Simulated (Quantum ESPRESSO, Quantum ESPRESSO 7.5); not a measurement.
**1T-SnS2, 1 layer: k-mesh convergence**

Aim: how far one choice must go before the vacuum level and the energy of 1T-SnS2, 1 layer stand still, and what it costs.

Calculated with Quantum ESPRESSO 7.5; plane-wave DFT, PBE, PseudoDojo norm-conserving pseudopotentials.

**1. The structure**

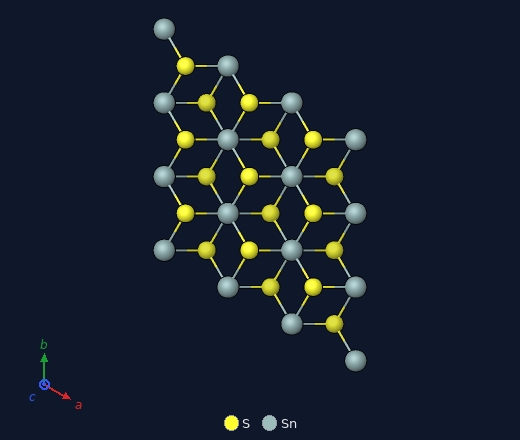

The starting structure, seen from above (sulfur yellow, tin teal). 3×3×1 cells are drawn. Some periodic images of atoms are drawn too.

The cell holds 3 atoms: 2 S and 1 Sn. Cell: a = 3.700 Å, b = 3.700 Å, c = 18.815 Å, α = 90.0°, β = 90.0°, γ = 120.0°. It derives from SnS2. Vacuum lies along c.

As a file:

```cif
data_structure
_symmetry_space_group_name_H-M 'P 1'
_symmetry_Int_Tables_number 1
_cell_length_a 3.7000
_cell_length_b 3.7000
_cell_length_c 18.8152
_cell_angle_alpha 90.000
_cell_angle_beta 90.000
_cell_angle_gamma 120.000
_cell_volume 223.07
loop_
_atom_site_label
_atom_site_type_symbol
_atom_site_fract_x
_atom_site_fract_y
_atom_site_fract_z
_atom_site_occupancy
S1 S 0.66667 0.33333 0.95176 1
Sn2 Sn 0.00000 0.00000 0.00000 1
S3 S 0.33333 0.66667 0.04824 1
```

**2. Self-consistent run: 20×20×1 points**

The first run is the reference of the series.

The input, c0.in:

```
&control
  prefix = 'c0'
  outdir = './out'
  pseudo_dir = './pseudo'
  calculation = 'scf'
  tprnfor = .true.
/
&system
  ibrav = 0
  nat = 3
  ntyp = 2
  ecutwfc = 64
  ecutrho = 256
  occupations = 'smearing'
  smearing = 'fd'
  degauss = 0.004
  assume_isolated = 'esm'
  esm_bc = 'bc1'
/
&electrons
  conv_thr = 1e-07
  mixing_beta = 0.4
  electron_maxstep = 120
  mixing_mode = 'local-TF'
/
ATOMIC_SPECIES
  S   32.0600  S.dojo-sr-pbe-0.4.1-standard.upf
  Sn  118.7100  Sn.dojo-sr-pbe-0.4.1-standard.upf
CELL_PARAMETERS angstrom
  3.70000000000000 0.00000000000000 0.00000000000000
  -1.85000000000000 3.20429399400242 0.00000000000000
  0.00000000000000 0.00000000000000 18.81516684265295
ATOMIC_POSITIONS crystal
  S   0.666666666667 0.333333333333 -0.048236799010
  Sn  0.000000000000 0.000000000000 0.000000000000
  S   0.333333333333 0.666666666667 0.048236799010
K_POINTS automatic
  20 20 1 0 0 0
```

Run with:

```sh
OMP_NUM_THREADS=1 mpirun -n 4 pw.x -nk 4 -in c0.in > c0.out
```

What it wrote:

```text
Program PWSCF v.7.5 starts
[citation notice left out]

     Parallel version (MPI & OpenMP), running on       4 processor cores
     Number of MPI processes:                 4
     Threads/MPI process:                     1

     MPI processes distributed on     1 nodes
[...]
Current dimensions of program PWSCF are:
     Max number of different atomic species (ntypx) = 10
     Max number of k-points (npk) =  40000
     Max angular momentum in pseudopotentials (lmaxx) =  4
     Message from routine setup:
     using ibrav=0 with symmetry is DISCOURAGED, use correct ibrav instead

     K-points division:     npool     =       4
     Subspace diagonalization in iterative solution of the eigenvalue problem:
     a serial algorithm will be used

     G-vector sticks info
     --------------------
     sticks:   dense  smooth     PW     G-vecs:    dense   smooth      PW
     Sum         859     859    253               104047   104047   16165

     Using Slab Decomposition

     bravais-lattice index     =            0
     lattice parameter (alat)  =       6.9920  a.u.
     unit-cell volume          =    1505.3544 (a.u.)^3
     number of atoms/cell      =            3
     number of atomic types    =            2
     number of electrons       =        26.00
     number of Kohn-Sham states=           17
     kinetic-energy cutoff     =      64.0000  Ry
     charge density cutoff     =     256.0000  Ry
     scf convergence threshold =      1.0E-07
     mixing beta               =       0.4000
     number of iterations used =            8  local-TF  mixing
     Exchange-correlation= PBE
                           (   1   4   3   4   0   0   0)

     Effective Screening Medium Method
     =================================
     Boundary Conditions: Vacuum-Slab-Vacuum
     total charge in unit cell        =   0.0000
     grid points for fit at edges     =        4

     celldm(1)=   6.991987  celldm(2)=   0.000000  celldm(3)=   0.000000
     celldm(4)=   0.000000  celldm(5)=   0.000000  celldm(6)=   0.000000

     crystal axes: (cart. coord. in units of alat)
               a(1) = (   1.000000   0.000000   0.000000 )
               a(2) = (  -0.500000   0.866025   0.000000 )
               a(3) = (   0.000000   0.000000   5.085180 )

     reciprocal axes: (cart. coord. in units 2 pi/alat)
               b(1) = (  1.000000  0.577350 -0.000000 )
               b(2) = (  0.000000  1.154701  0.000000 )
               b(3) = (  0.000000 -0.000000  0.196650 )

     PseudoPot. # 1 for S  read from file:
     ./pseudo/S.dojo-sr-pbe-0.4.1-standard.upf
     Pseudo is Norm-conserving + core correction, Zval =  6.0
     Generated using ONCVPSP code by D. R. Hamann
     Using radial grid of 1146 points,  6 beta functions with:
                l(1) =   0
                l(2) =   0
                l(3) =   1
                l(4) =   1
                l(5) =   2
                l(6) =   2

     PseudoPot. # 2 for Sn read from file:
     ./pseudo/Sn.dojo-sr-pbe-0.4.1-standard.upf
     Pseudo is Norm-conserving + core correction, Zval = 14.0
     Generated using ONCVPSP code by D. R. Hamann
     Using radial grid of 1628 points,  6 beta functions with:
                l(1) =   0
                l(2) =   0
                l(3) =   1
                l(4) =   1
                l(5) =   2
                l(6) =   2

     atomic species   valence    mass     pseudopotential
     S                 6.00    32.06000     S ( 1.00)
     Sn               14.00   118.71000     Sn( 1.00)

     12 Sym. Ops., with inversion, found

   Cartesian axes

     site n.     atom                  positions (alat units)
         1        S      tau(   1) = (   0.5000000   0.2886751  -0.2452928  )
         2        Sn     tau(   2) = (   0.0000000   0.0000000   0.0000000  )
         3        S      tau(   3) = (  -0.0000000   0.5773503   0.2452928  )

     number of k points=    44  Fermi-Dirac smearing, width (Ry)=  0.0040
                       cart. coord. in units 2pi/alat
        k(    1) = (   0.0000000   0.0000000   0.0000000), wk =   0.0050000
        k(    2) = (   0.0000000   0.0577350   0.0000000), wk =   0.0300000
        k(    3) = (   0.0000000   0.1154701   0.0000000), wk =   0.0300000
        k(    4) = (   0.0000000   0.1732051   0.0000000), wk =   0.0300000
        k(    5) = (   0.0000000   0.2309401   0.0000000), wk =   0.0300000
        k(    6) = (   0.0000000   0.2886751   0.0000000), wk =   0.0300000
        k(    7) = (   0.0000000   0.3464102   0.0000000), wk =   0.0300000
        k(    8) = (   0.0000000   0.4041452   0.0000000), wk =   0.0300000
        k(    9) = (   0.0000000   0.4618802   0.0000000), wk =   0.0300000
        k(   10) = (   0.0000000   0.5196152   0.0000000), wk =   0.0300000
[...]
k(   44) = (   0.3000000   0.5773503   0.0000000), wk =   0.0300000

     Dense  grid:   104047 G-vectors     FFT dimensions: (  36,  36, 192)

     Estimated max dynamical RAM per process >     162.10 MB

     Estimated total dynamical RAM >     572.18 MB

     Initial potential from superposition of free atoms

     starting charge      25.9984, renormalised to      26.0000

     negative rho (up, down):  6.594E-06 0.000E+00
     Starting wfcs are   17 randomized atomic wfcs

     total cpu time spent up to now is        1.7 secs

     per-process dynamical memory:   104.6 Mb

     Self-consistent Calculation

     iteration #  1     ecut=    64.00 Ry     beta= 0.40
     Davidson diagonalization with overlap
     ethr =  1.00E-02,  avg # of iterations =  9.0

     Threshold (ethr) on eigenvalues was too large:
     Diagonalizing with lowered threshold

     Davidson diagonalization with overlap
     ethr =  8.18E-04,  avg # of iterations =  6.6

     total cpu time spent up to now is       13.1 secs

     total energy              =    -201.54547993 Ry
     estimated scf accuracy    <       0.19287878 Ry

     iteration #  2     ecut=    64.00 Ry     beta= 0.40
[...]
negative rho (up, down):  3.486E-05 0.000E+00

[...]
total energy              =    -201.50408349 Ry
     estimated scf accuracy    <       0.09658365 Ry

     iteration #  3     ecut=    64.00 Ry     beta= 0.40
[...]
negative rho (up, down):  2.877E-05 0.000E+00

[...]
total energy              =    -201.57034912 Ry
     estimated scf accuracy    <       0.01739246 Ry

     iteration #  4     ecut=    64.00 Ry     beta= 0.40
[...]
c_bands:  1 eigenvalues not converged
[...]
total energy              =    -201.57000359 Ry
     estimated scf accuracy    <       0.01541369 Ry

     iteration #  7     ecut=    64.00 Ry     beta= 0.40
[...]
total energy              =    -201.57084027 Ry
     estimated scf accuracy    <       0.00328185 Ry

     iteration #  8     ecut=    64.00 Ry     beta= 0.40
[...]
c_bands:  1 eigenvalues not converged
     c_bands:  1 eigenvalues not converged
     c_bands:  1 eigenvalues not converged
     c_bands:  1 eigenvalues not converged
     c_bands:  1 eigenvalues not converged
     c_bands:  2 eigenvalues not converged
[...]
total energy              =    -201.57225299 Ry
     estimated scf accuracy    <       0.00121860 Ry

     iteration #  9     ecut=    64.00 Ry     beta= 0.40
[...]
c_bands:  1 eigenvalues not converged
[...]
total energy              =    -201.57243239 Ry
     estimated scf accuracy    <       0.00110212 Ry

     iteration # 10     ecut=    64.00 Ry     beta= 0.40
[...]
c_bands:  1 eigenvalues not converged
[...]
total energy              =    -201.57254986 Ry
     estimated scf accuracy    <       0.00087444 Ry

     iteration # 11     ecut=    64.00 Ry     beta= 0.40
[...]
total energy              =    -201.57225709 Ry
     estimated scf accuracy    <       0.00091371 Ry

     iteration # 12     ecut=    64.00 Ry     beta= 0.40
[...]
c_bands:  1 eigenvalues not converged
     c_bands:  1 eigenvalues not converged
[...]
total energy              =    -201.57211404 Ry
     estimated scf accuracy    <       0.00032108 Ry

     iteration # 13     ecut=    64.00 Ry     beta= 0.40
[...]
c_bands:  1 eigenvalues not converged
     c_bands:  1 eigenvalues not converged
     c_bands:  1 eigenvalues not converged
     c_bands:  1 eigenvalues not converged
     c_bands:  1 eigenvalues not converged
     c_bands:  1 eigenvalues not converged
[...]
total energy              =    -201.57262104 Ry
     estimated scf accuracy    <       0.00187017 Ry

     iteration # 14     ecut=    64.00 Ry     beta= 0.40
[...]
negative rho (up, down):  1.260E-04 0.000E+00

[...]
total energy              =    -201.57343198 Ry
     estimated scf accuracy    <       0.00129022 Ry

[...]
iteration # 18     ecut=    64.00 Ry     beta= 0.40
[...]
c_bands:  2 eigenvalues not converged
     c_bands:  2 eigenvalues not converged
[...]
negative rho (up, down):  9.682E-04 0.000E+00

[...]
total energy              =    -201.57194548 Ry
     estimated scf accuracy    <       0.00103976 Ry

     iteration # 19     ecut=    64.00 Ry     beta= 0.40
[...]
c_bands:  2 eigenvalues not converged
     c_bands:  2 eigenvalues not converged
[...]
negative rho (up, down):  3.875E-04 0.000E+00

[...]
total energy              =    -201.57217497 Ry
     estimated scf accuracy    <       0.00009415 Ry

     iteration # 20     ecut=    64.00 Ry     beta= 0.40
[...]
c_bands:  1 eigenvalues not converged
     c_bands:  2 eigenvalues not converged
[...]
negative rho (up, down):  3.284E-04 0.000E+00

[...]
total energy              =    -201.57215498 Ry
     estimated scf accuracy    <       0.00022584 Ry

     iteration # 21     ecut=    64.00 Ry     beta= 0.40
[...]
negative rho (up, down):  4.087E-04 0.000E+00

[...]
total energy              =    -201.57206054 Ry
     estimated scf accuracy    <       0.00016367 Ry

     iteration # 22     ecut=    64.00 Ry     beta= 0.40
[...]
negative rho (up, down):  1.891E-04 0.000E+00

[...]
total energy              =    -201.57210803 Ry
     estimated scf accuracy    <       0.00000242 Ry

     iteration # 23     ecut=    64.00 Ry     beta= 0.40
[...]
c_bands:  1 eigenvalues not converged
[...]
negative rho (up, down):  4.000E-05 0.000E+00

[...]
total energy              =    -201.57212584 Ry
     estimated scf accuracy    <       0.00000263 Ry

     iteration # 24     ecut=    64.00 Ry     beta= 0.40
[...]
c_bands:  1 eigenvalues not converged
[...]
negative rho (up, down):  2.312E-05 0.000E+00

[...]
total energy              =    -201.57212570 Ry
     estimated scf accuracy    <       0.00000118 Ry

     iteration # 25     ecut=    64.00 Ry     beta= 0.40
[...]
End of self-consistent calculation

          k = 0.0000 0.0000 0.0000 ( 12973 PWs)   bands (ev):

   -27.6604 -27.6604 -27.5481 -27.4030 -27.4030 -22.1792 -17.8037  -9.4719
    -8.5960  -8.5960  -8.2809  -8.2809  -7.2728  -4.2881  -2.3869  -1.3356
    -1.3356

          k = 0.0000 0.0577 0.0000 ( 12983 PWs)   bands (ev):

   -27.6636 -27.6580 -27.5445 -27.4042 -27.4028 -22.1508 -17.7853  -9.6007
    -9.0099  -8.9417  -8.1852  -7.9539  -7.0387  -4.0988  -2.3574  -1.4146
    -1.2807

          k = 0.0000 0.1155 0.0000 ( 12951 PWs)   bands (ev):

   -27.6731 -27.6508 -27.5338 -27.4073 -27.4023 -22.0653 -17.7337 -10.2027
    -9.4042  -9.3385  -8.2325  -7.5490  -6.6383  -3.6631  -2.2698  -1.5130
    -1.1126

          k = 0.0000 0.1732 0.0000 ( 12969 PWs)   bands (ev):

   -27.6887 -27.6399 -27.5171 -27.4121 -27.4011 -21.9221 -17.6603 -11.0537
    -9.8546  -9.5505  -8.2975  -7.1978  -6.3365  -3.2971  -2.1850  -1.2885
    -0.8217

          k = 0.0000 0.2309 0.0000 ( 12977 PWs)   bands (ev):

   -27.7091 -27.6265 -27.4964 -27.4173 -27.3992 -21.7211 -17.5864 -11.9007
   -10.2722  -9.8129  -8.3037  -6.9191  -6.2050  -3.1701  -2.1262  -0.6457
    -0.4019

          k = 0.0000 0.2887 0.0000 ( 13003 PWs)   bands (ev):

   -27.7322 -27.6124 -27.4751 -27.4212 -27.3962 -21.4629 -17.5456 -12.6581
   -10.6441 -10.1246  -8.2464  -6.7150  -6.2488  -3.1835  -1.9858   0.0639
     0.1410

[...]
the Fermi energy is    -5.0323 ev

!    total energy              =    -201.57212815 Ry
     estimated scf accuracy    <       0.00000008 Ry
     smearing contrib. (-TS)   =      -0.00000000 Ry
     internal energy E=F+TS    =    -201.57212815 Ry

     The total energy is F=E-TS. E is the sum of the following terms:
     one-electron contribution =     315.24704387 Ry
     hartree contribution      =    -155.64166667 Ry
     xc contribution           =     -57.44524434 Ry
     ewald contribution        =    -303.73226102 Ry

     convergence has been achieved in  25 iterations

     Forces acting on atoms (cartesian axes, Ry/au):

     atom    1 type  1   force =     0.00000000    0.00000000   -0.24361573
     atom    2 type  2   force =     0.00000000   -0.00000000    0.00000000
     atom    3 type  1   force =    -0.00000000   -0.00000000    0.24361573

     Total force =     0.344525     Total SCF correction =     0.000719

[...]
=------------------------------------------------------------------------------=
   JOB DONE.
=------------------------------------------------------------------------------=
[...]
```

The job ended after 2.5 min (4 MPI ranks of Arm Neoverse V1, shared host; peak memory 0.65 GiB; 10 min of CPU time).

Read from the output:

- free energy: -2742.5285 eV
- Fermi energy: -5.032 eV
- valence top, on the run's zero: -5.948 eV
- conduction bottom, on the run's zero: -4.288 eV
- gap by band count: 1.660 eV
- vacuum line at the lower end of the cell, over the valence top: 5.948 eV
- vacuum line at the upper end of the cell, over the valence top: 5.948 eV

Electrostatic potential energy of an electron; zero at the highest filled level of the SCF mesh. The potential energy, planar mean by z:

| z (Å) | potential energy, planar mean (eV) |
| --- | --- |
| -8 | 5.95 |
| -6 | 5.95 |
| -4 | 5.94 |
| -2 | 4.39 |
| 0 | -14.9 |
| 2 | 4.39 |
| 4 | 5.94 |
| 6 | 5.95 |
| 8 | 5.95 |

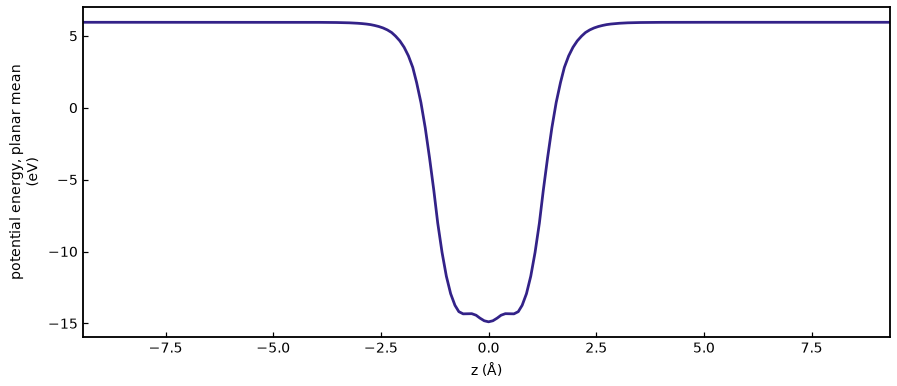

Potential energy, planar mean, plotted against z.

The program's own clock; routines nest. Time by routine:

| routine | wall time (s) | calls |
| --- | --- | --- |
| PWSCF | 150.8 | 1 |
| electrons | 148.5 | 1 |
| c_bands | 119.3 | 26 |
| cegterg | 93.84 | 286 |
| h_psi | 80 | 2224 |
| fftw | 72.87 | 35290 |
| vloc_psi | 68.37 | 2224 |
| mix_rho | 14.01 | 26 |
| sum_band | 12.78 | 26 |
| ffts | 8.24 | 2482 |
| add_vuspsi | 5.91 | 2224 |
| calbec | 5.68 | 2268 |
| h_psi:calbec | 5.45 | 2224 |
| init_us_2 | 2.25 | 594 |

The vacuum levels are read from the outermost 0.7 Å of the cell on either side.

The run needed 25 iterations to bring the estimated error under 1e-07 Ry; the largest force on any atom, held or free, is 6.26 eV/Å, so this geometry is far from relaxed and its levels are not those of the real material.

Inside the slab this potential holds the local part of the pseudopotentials, which can be repulsive at the nuclei; only its value in the vacuum has a meaning of its own.

**3. SCF with pw.x: 15×15×1 points**

c1.in, as its differences from the input of step 2:

```diff
@@ -1,3 +1,3 @@
 &control
-  prefix = 'c0'
+  prefix = 'c1'
   outdir = './out'
@@ -37,2 +37,2 @@
 K_POINTS automatic
-  20 20 1 0 0 0
+  15 15 1 0 0 0
```

Run with:

```sh
OMP_NUM_THREADS=1 mpirun -n 4 pw.x -nk 4 -in c1.in > c1.out
```

What it wrote:

```text
[banner, memory and clock lines left out]
Program PWSCF v.7.5 starts
[...]
Message from routine setup:
[...]
number of electrons       =        26.00
     number of Kohn-Sham states=           17
     kinetic-energy cutoff     =      64.0000  Ry
     charge density cutoff     =     256.0000  Ry
[...]
number of k points=    27  Fermi-Dirac smearing, width (Ry)=  0.0040
[...]
Dense  grid:   104047 G-vectors     FFT dimensions: (  36,  36, 192)
[...]
negative rho (up, down):  6.594E-06 0.000E+00
     Starting wfcs are   17 randomized atomic wfcs
[...]
estimated scf accuracy    <       0.19146973 Ry
[...]
negative rho (up, down):  3.507E-05 0.000E+00
[...]
estimated scf accuracy    <       0.09617674 Ry
[...]
negative rho (up, down):  2.576E-05 0.000E+00
[...]
estimated scf accuracy    <       0.01627787 Ry
[...]
negative rho (up, down):  2.409E-05 0.000E+00
[...]
estimated scf accuracy    <       0.01738798 Ry
[...]
negative rho (up, down):  1.310E-05 0.000E+00
[...]
estimated scf accuracy    <       0.02269829 Ry
[...]
estimated scf accuracy    <       0.00133113 Ry
[...]
estimated scf accuracy    <       0.00074093 Ry
[...]
estimated scf accuracy    <       0.00103495 Ry
[...]
negative rho (up, down):  1.417E-04 0.000E+00
[...]
estimated scf accuracy    <       0.00133631 Ry
[...]
negative rho (up, down):  5.519E-04 0.000E+00
[...]
estimated scf accuracy    <       0.00017055 Ry
[...]
negative rho (up, down):  2.627E-04 0.000E+00
[...]
estimated scf accuracy    <       0.00007084 Ry
[...]
estimated scf accuracy    <       0.00024457 Ry
[...]
negative rho (up, down):  1.422E-08 0.000E+00
[...]
estimated scf accuracy    <       0.00000970 Ry
[...]
estimated scf accuracy    <       0.00001060 Ry
[...]
negative rho (up, down):  7.330E-06 0.000E+00
[...]
estimated scf accuracy    <       0.00000296 Ry
[...]
estimated scf accuracy    <       0.00000074 Ry
[...]
the Fermi energy is    -5.0440 ev
!    total energy              =    -201.57212914 Ry
     estimated scf accuracy    <       0.00000003 Ry
     smearing contrib. (-TS)   =      -0.00000000 Ry
     internal energy E=F+TS    =    -201.57212914 Ry
[...]
one-electron contribution =     315.25622461 Ry
     hartree contribution      =    -155.65107655 Ry
     xc contribution           =     -57.44501618 Ry
     ewald contribution        =    -303.73226102 Ry
     convergence has been achieved in  17 iterations
[...]
Total force =     0.345417     Total SCF correction =     0.000409
[...]
```

Wall time 77 s (4 MPI ranks); peak memory 0.57 GiB.

Numbers from this step:

| Property | Result |
| --- | --- |
| Fermi energy | -5.044 eV |
| valence top, on the run's zero | -5.959 eV |
| gap by band count | 1.671 eV |
| vacuum line at the lower end of the cell, over the valence top | 5.959 eV |
| vacuum line at the upper end of the cell, over the valence top | 5.959 eV |

The program's own clock; routines nest. Time by routine:

| routine | wall time (s) | calls |
| --- | --- | --- |
| PWSCF | 76.21 | 1 |
| electrons | 74.47 | 1 |
| c_bands | 57.79 | 18 |
| cegterg | 47.12 | 126 |
| h_psi | 40.02 | 1055 |
| fftw | 35.91 | 17266 |
| vloc_psi | 34.21 | 1055 |
| mix_rho | 9.24 | 18 |
| sum_band | 5.78 | 18 |
| ffts | 5.45 | 1634 |
| add_vuspsi | 2.95 | 1055 |
| calbec | 2.87 | 1083 |
| h_psi:calbec | 2.72 | 1055 |
| v_of_rho | 1.47 | 18 |

Counted from each run's own zero (the valence top), the vacuum level differs from the first run's by +10 meV.

(Part 1 of 2 ends here.)

[Logs are printed without paths, hosts, clocks, repeated set-up lines and the standing remarks that a program may print on its own settings, such as how far it seeks lower states.]

[Hosts, paths, dates, database ids (printed as entryN), source tags and the programs' standing remarks are cut or masked in the printed files.]

[Maps of the electrostatic potential energy from Ansatz leave out the sawtooth potential of an applied field or a dipole correction, so their vacuum need not be flat; planar profiles and work functions include it.]
